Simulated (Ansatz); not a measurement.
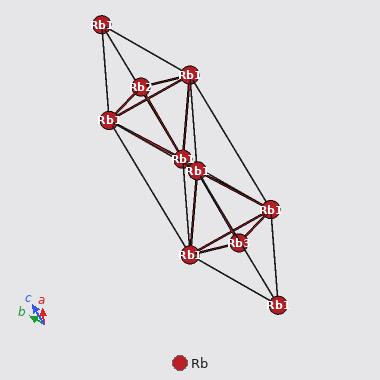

The system is Rb (R-3m, No. 166; 3 atoms in the cell); the picture shows the reference structure. The energy is mapped over volume and the cell's shape. The first coordinate is: volume per atom; the second: c/a of the conventional cell. Nothing is relaxed (fractional coordinates fixed). The grid has 5 × 5 points. Points are written as (first, second). Energies: meV/atom, counted from the lowest grid point. All numbers below come from DFT PBE+D3(BJ), scalar-relativistic, plane waves, PAW (Ansatz 0.2.0). Settings: cutoff 420 eV, k-mesh 12×12×12, gaussian smearing 0.15 eV, no spin polarisation.

Its coordinates:

```
CELL_PARAMETERS angstrom
2.48308 1.43361 12.06273
-2.48308 1.43361 12.06273
0.00000 -2.86721 12.06273
ATOMIC_POSITIONS crystal
Rb 0.00000 0.00000 0.00000
Rb 0.77780 0.77780 0.77780
Rb 0.22220 0.22220 0.22220
```

Range: volume per atom from 75.6 to 96.2 Å³; c/a of the conventional cell from 6.46 to 8.22.

Question: Predict the map.

Answer: The lowest grid point is at (85.9 Å³, 7.29). It is the only kind of minimum in the scanned range. The highest grid point, (75.6 Å³, 8.22), lies 27.9 meV/atom above the lowest. Round the minimum the two coordinates are nearly uncoupled.

```
c/a of the conventional cell ↓, volume per atom →  75.6  80.7  85.9  91.0  96.2
                                             8.22  27.9  15.7  11.4  13.3  19.8
                                             7.74  17.7   6.2   2.6   5.2  12.3
                                             7.29  14.7   3.4   0.0   2.7  10.0
                                             6.86  18.2   6.6   3.0   5.5  12.6
                                             6.46  27.0  14.9  10.8  12.8  19.4
```

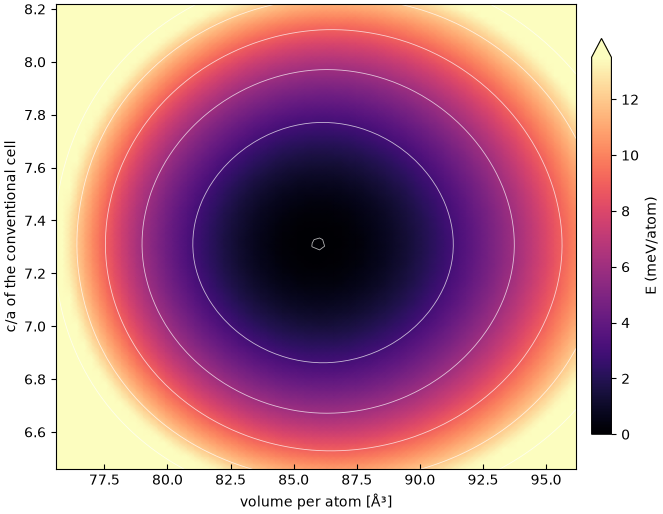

In the figure: a smooth colour map with a few white contour lines, one colour for all values above the top of the scale. Between grid points the surface is interpolated.

The whole map (25 points run) took 12 min on 1 thread of Arm Neoverse V2, with other jobs on the host.
